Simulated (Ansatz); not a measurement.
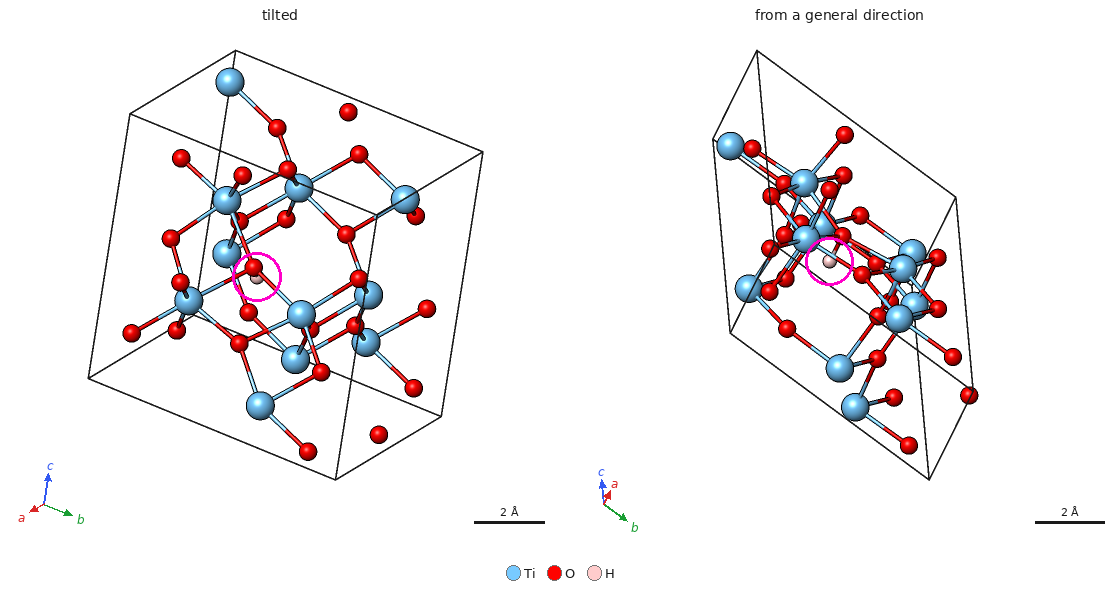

A ball-and-stick rendering, viewed slightly off an axis and from a general direction. The supercell is drawn as a box. The host is TiO₂, in a cell of 30 sites, and the cell is neutral. A ring marks the defect's site.

Question: What imperfection does the supercell contain?

Answer: An interstitial hydrogen atom. It is bonded to one O at about 1.0 Å. Not all metal-metal contacts are counted.

Level of theory and settings: DFT PBE, scalar-relativistic, plane waves, PAW in Ansatz, plane-wave cutoff 420 eV, k-grid 2×2×2, Gaussian smearing of 0.02 eV, collinear spins.

Question: Is there a net moment in the defective cell?

Answer: Yes, 0.5 μB in the cell.

The atoms were relaxed in the host's cell with DFT PBE, scalar-relativistic, plane waves, PAW (Ansatz 0.2.0).
